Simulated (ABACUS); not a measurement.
# Band-structure run, with input and output: Cu (part 1 of 2)

System: Cu (Fm-3m, 1 atom in the cell).
Method: Kohn-Sham DFT of a periodic cell, revPBE, PseudoDojo NC SR 0.5 PBE stringent, no spin polarisation (ABACUS 3.10.1).

The structure derives from an entry of the Crystallography Open Database.

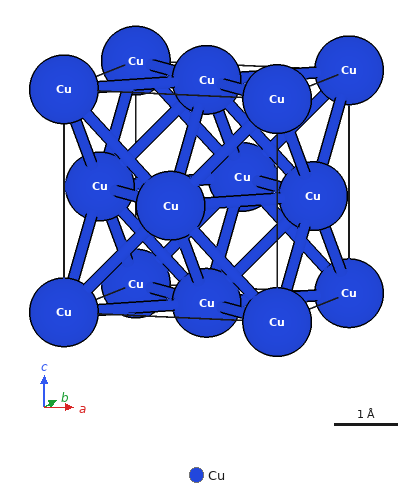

Figure 1. The structure (ball-and-stick view of the cell 4 times as large as that of the calculation, set on its symmetry axes, seen slightly off an axis).

The input
```
INPUT_PARAMETERS
suffix              Cu
calculation         scf
basis_type          pw
pseudo_dir          ./
symmetry            1
dft_functional      revpbe
ecutwfc             105
pseudo_rcut         7
nspin               1
nbands              20
ks_solver           dav
smearing_method     fd
smearing_sigma      0.00367493
scf_thr             1e-08
scf_nmax            100
mixing_type         broyden
mixing_beta         0.7
cal_force           1
cal_stress          1
out_chg             1
kpar                4
```

File STRU
```
ATOMIC_SPECIES
Cu 63.5460 Cu.upf

LATTICE_CONSTANT
1.8897261246

LATTICE_VECTORS
0.0000000000 1.8075000000 1.8075000000
1.8075000000 0.0000000000 1.8075000000
1.8075000000 1.8075000000 0.0000000000

ATOMIC_POSITIONS
Cartesian

Cu
0.0
1
0.0000000000 0.0000000000 0.0000000000 1 1 1
```

File KPT
```
K_POINTS
0
Gamma
10 10 10 0 0 0
```

Run on 4 threads of Intel Xeon Gold (Sapphire Rapids), 64 GiB of memory available, shared host.

Launched with:
```bash
OMP_NUM_THREADS=1 mpirun -np 4 abacus > log
```

The program's output
```
ABACUS v3.10.1

               Atomic-orbital Based Ab-initio Computation at UStc

 ------------------------------------------------------------------------------------

 READING GENERAL INFORMATION
                           global_out_dir = OUT.Cu/
                           global_in_card = INPUT
                               pseudo_dir = ./
                              orbital_dir =
                                    DSIZE = 4
                                    GSIZE = 1

 READING UNITCELL INFORMATION
                                    ntype = 1
                  lattice constant (Bohr) = 1.88973
              lattice constant (Angstrom) = 1

 READING ATOM TYPE 1
                               atom label = Cu
                      L=0, number of zeta = 1
                      L=1, number of zeta = 1
                      L=2, number of zeta = 1
             number of atom for this type = 1

                        TOTAL ATOM NUMBER = 1
CARTESIAN COORDINATES ( UNIT =       1.889726124600 Bohr ).
    atom                   x                   y                   z     mag                  vx                  vy                  vz
tauc_Cu1            0.0000000000        0.0000000000        0.0000000000  0.0000        0.0000000000        0.0000000000        0.0000000000

                          Volume (Bohr^3) = 79.7006
                             Volume (A^3) = 11.8104

 Lattice vectors: (Cartesian coordinate: in unit of a_0)
                   +0             +1.8075             +1.8075
              +1.8075                  +0             +1.8075
              +1.8075             +1.8075                  +0
 Reciprocal vectors: (Cartesian coordinate: in unit of 2 pi/a_0)
            -0.276625           +0.276625           +0.276625
            +0.276625           -0.276625           +0.276625
            +0.276625           +0.276625           -0.276625
 The esolver type has been set to : ksdft_pw

                PAO radial cut off (Bohr) = 7

 Read in pseudopotential file is Cu.upf
                     pseudopotential type = NC
          exchange-correlation functional = PBE
                 nonlocal core correction = 1
                        valence electrons = 19
                                     lmax = 2
                           number of zeta = 4
                     number of projectors = 6
                           L of projector = 0
                           L of projector = 0
                           L of projector = 1
                           L of projector = 1
                           L of projector = 2
                           L of projector = 2
 XC functional updated to : revpbe
          exchange-correlation functional = REVPBE
     initial pseudo atomic orbital number = 10

 SETUP THE ELECTRONS NUMBER
            electron number of element Cu = 19
      total electron number of element Cu = 19
            AUTOSET number of electrons:  = 19
                           occupied bands = 10
                                   NBANDS = 20
                                   NLOCAL = 9

%%%%%%%%%%%%%%%%%%%%%%%%%%%%%%%%%%%%%%%%%%%%%%%%%%%%%%%%%%%%%%%%%%%%%%%%%%%%%%%%%%%%%%%%%%%%%%%%%%%%%%%%%%
 Warning: the number of valence electrons in pseudopotential > 11 for Cu: [Ar] 3d10 4s1
 Pseudopotentials with additional electrons can yield (more) accurate outcomes, but may be less efficient.
 If you're confident that your chosen pseudopotential is appropriate, you can safely ignore this warning.
%%%%%%%%%%%%%%%%%%%%%%%%%%%%%%%%%%%%%%%%%%%%%%%%%%%%%%%%%%%%%%%%%%%%%%%%%%%%%%%%%%%%%%%%%%%%%%%%%%%%%%%%%%

 SETUP THE PLANE WAVE BASIS
 energy cutoff for charge/potential (unit:Ry) = 420
            fft grid for charge/potential = [ 32, 32, 32 ]
                        fft grid division = [ 1, 1, 1 ]
        big fft grid for charge/potential = [ 32, 32, 32 ]
                                     nbxx = 32768
                                     nrxx = 32768

 SETUP PLANE WAVES FOR CHARGE/POTENTIAL
                    number of plane waves = 11575
                         number of sticks = 673

 PARALLEL PW FOR CHARGE/POTENTIAL
     PROC   COLUMNS(POT)             PW
        1            673          11575
 --------------- sum -------------------
        1            673          11575
                            number of |g| = 167
                                  max |g| = 37.6486
                                  min |g| = 0

----------- Double Check Mixing Parameters Begin ------------
mixing_type: broyden
mixing_beta: 0.7
mixing_gg0: 1
mixing_gg0_min: 0.1
mixing_ndim: 8
----------- Double Check Mixing Parameters End ------------

 LATTICE VECTORS: (CARTESIAN COORDINATE: IN UNIT OF A0)
                   +0             +1.8075             +1.8075
              +1.8075                  +0             +1.8075
              +1.8075             +1.8075                  +0
                       right hand lattice = 1
                                   NORM_A = 2.55619
                                   NORM_B = 2.55619
                                   NORM_C = 2.55619
                           ALPHA (DEGREE) = 60
                           BETA  (DEGREE) = 60
                           GAMMA (DEGREE) = 60

 The lattice vectors have been changed (STRU_SIMPLE.cif)

(for optimal symmetric configuration:)
                             BRAVAIS TYPE = 3
                     BRAVAIS LATTICE NAME = 03. Cubic F (face-centered)
                                    ibrav = 3
                                    IBRAV = 3
                                  BRAVAIS = FACE CENTERED CUBIC
                       LATTICE CONSTANT A = 3.615
Original cell was already a primitive cell.
                        ROTATION MATRICES = 48
              PURE POINT GROUP OPERATIONS = 48
                   SPACE GROUP OPERATIONS = 48
                              POINT GROUP = O_h
               POINT GROUP IN SPACE GROUP = O_h

 SETUP K-POINTS
                                    nspin = 1
                   Input type of k points = Monkhorst-Pack(Gamma)
                                   nkstot = 1000
                       right hand lattice = 1
(for reciprocal lattice: )
                             BRAVAIS TYPE = 2
                     BRAVAIS LATTICE NAME = 02. Cubic I (body-centered)
                                    ibrav = 2
                       right hand lattice = 1
(for k-lattice: )
                             BRAVAIS TYPE = 2
                     BRAVAIS LATTICE NAME = 02. Cubic I (body-centered)
                                    ibrav = 2
                       right hand lattice = 1
                        ROTATION MATRICES = 48
                               nkstot_ibz = 47
K-POINTS REDUCTION ACCORDING TO SYMMETRY
     IBZ    DIRECT_X    DIRECT_Y    DIRECT_Z  WEIGHT  ibz2bz
       1  0.00000000  0.00000000  0.00000000  0.0010       0
       2  0.10000000  0.10000000  0.10000000  0.0080       1
       3  0.20000000  0.20000000  0.20000000  0.0080       2
       4  0.30000000  0.30000000  0.30000000  0.0080       3
       5  0.40000000  0.40000000  0.40000000  0.0080       4
       6  0.50000000  0.50000000  0.50000000  0.0040       5
       7  0.10000000  0.10000000  0.00000000  0.0060      11
       8  0.20000000  0.20000000  0.10000000  0.0240      12
       9  0.30000000  0.30000000  0.20000000  0.0240      13
      10  0.40000000  0.40000000  0.30000000  0.0240      14
      11  0.50000000  0.50000000  0.40000000  0.0240      15
      12  0.50000000  0.40000000  0.40000000  0.0240      16
      13  0.40000000  0.30000000  0.30000000  0.0240      17
      14  0.30000000  0.20000000  0.20000000  0.0240      18
      15  0.10000000  0.10000000  0.20000000  0.0120      19
      16  0.20000000  0.20000000  0.00000000  0.0060      22
      17  0.30000000  0.30000000  0.10000000  0.0240      23
      18  0.40000000  0.40000000  0.20000000  0.0240      24
      19  0.50000000  0.50000000  0.30000000  0.0240      25
      20 -0.40000000  0.40000000  0.40000000  0.0240      26
      21  0.50000000  0.30000000  0.30000000  0.0240      27
      22  0.40000000  0.20000000  0.20000000  0.0120      28
      23  0.30000000  0.30000000  0.00000000  0.0060      33
      24  0.40000000  0.40000000  0.10000000  0.0240      34
      25  0.50000000  0.50000000  0.20000000  0.0240      35
      26 -0.30000000  0.40000000  0.40000000  0.0240      36
      27 -0.40000000  0.30000000  0.30000000  0.0120      37
      28  0.40000000  0.40000000  0.00000000  0.0060      44
      29  0.50000000  0.50000000  0.10000000  0.0240      45
      30 -0.20000000  0.40000000  0.40000000  0.0120      46
[... 17 further k points ...]

                               nkstot now = 47
[... K-POINTS DIRECT COORDINATES: 47 rows ...]

           k-point number in this process = 12
       minimum distributed K point number = 11
[... stars of the k points ...]

[... K-POINTS CARTESIAN COORDINATES: 12 rows ...]

[... K-POINTS DIRECT COORDINATES: 12 rows ...]

 SETUP PLANE WAVES FOR WAVE FUNCTIONS
     energy cutoff for wavefunc (unit:Ry) = 105
              fft grid for wave functions = [ 32, 32, 32 ]
                    number of plane waves = 1837
                         number of sticks = 199

 PARALLEL PW FOR WAVE FUNCTIONS
     PROC   COLUMNS(POT)             PW
        1            199           1837
 --------------- sum -------------------
        1            199           1837

 SETUP NONLOCAL PSEUDOPOTENTIALS IN PLANE WAVE BASIS
 Cu non-local projectors:
 projector 1 L=0
 projector 2 L=0
 projector 3 L=1
 projector 4 L=1
 projector 5 L=2
 projector 6 L=2
      TOTAL NUMBER OF NONLOCAL PROJECTORS = 18

 Init Non-Local PseudoPotential table :
 Init Non-Local-Pseudopotential done.

                                     npwx = 1459

 Make real space PAO into reciprocal space.
       max mesh points in Pseudopotential = 701
     dq(describe PAO in reciprocal space) = 0.01
                                    max q = 1234

 number of pseudo atomic orbitals for Cu is 4
WARNING: norm of atomic wavefunction # 3 of atomic type Cu is 0.99994, renormalized
WARNING: norm of atomic wavefunction # 4 of atomic type Cu is 0.995767, renormalized

 -------------------------------------------
 SELF-CONSISTENT
 -------------------------------------------
                                 init_chg = atomic

 PW ALGORITHM --------------- ION=   1  ELEC=   1--------------------------------

 Density error is 0.26312462192
                          Error Threshold = 0.01
----------------------------------------------------------
     Energy           Rydberg                 eV
----------------------------------------------------------
 E_KohnSham     -386.5342336078      -5259.0680491295
 E_Harris       -396.2716654224      -5391.5526056946
 E_Fermi        1.3741774956         18.6966440035
----------------------------------------------------------

 PW ALGORITHM --------------- ION=   1  ELEC=   2--------------------------------

 Density error is 0.427573923274
                          Error Threshold = 0.00138486643116
----------------------------------------------------------
     Energy           Rydberg                 eV
----------------------------------------------------------
 E_KohnSham     -386.5942745938      -5259.8849486527
 E_Harris       -374.5357577603      -5095.8204102879
 E_Fermi        1.1715779655         15.9401359814
----------------------------------------------------------

 PW ALGORITHM --------------- ION=   1  ELEC=   3--------------------------------

 Density error is 0.000457045618184
                          Error Threshold = 0.00138486643116
----------------------------------------------------------
     Energy           Rydberg                 eV
----------------------------------------------------------
 E_KohnSham     -386.6649981571      -5260.8471920962
 E_Harris       -386.3883620698      -5257.0833650361
 E_Fermi        1.2523898201         17.0396376702
```
